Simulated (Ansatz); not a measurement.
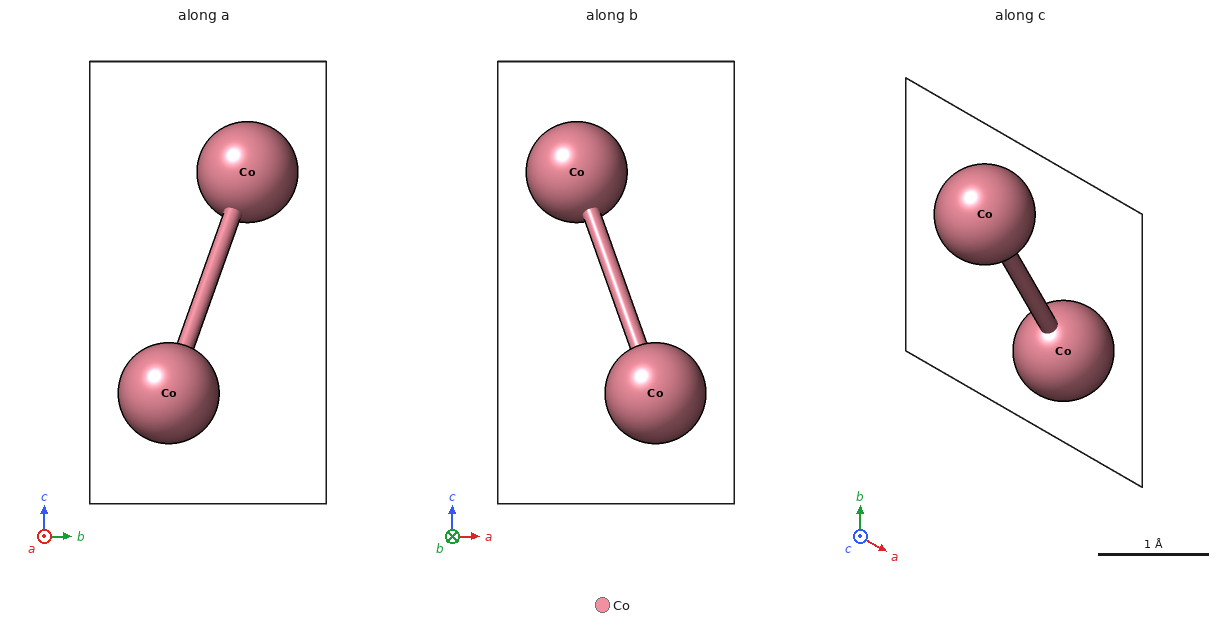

View along the a axis, along the b axis and along the c axis, drawn as a ball-and-stick model. Atoms at the boundary of the conventional unit cell (the box) are drawn once for each face, edge or corner they touch.

Lattice parameters: a = 2.482 Å, b = 2.482 Å, c = 4.020 Å, α = 90.00°, β = 90.00°, γ = 120.00°.

Give the structure in the form of a table of Wyckoff sites.

Space group P6_3/mmc (No. 194).
```csv
atom,site,x,y,z
Co,2d,0.3333,0.6667,0.7500
```

It goes back to a structure type filled with this element by a generator (whether the element takes this form wasn't checked). Earlier steps of the study may have refined or changed the cell and positions. A calculation with Ansatz used it as input.

At this level of theory the cell isn't at rest (compressed, at 8 GPa), so its distances can differ from those at equilibrium, the more so the softer the solid.
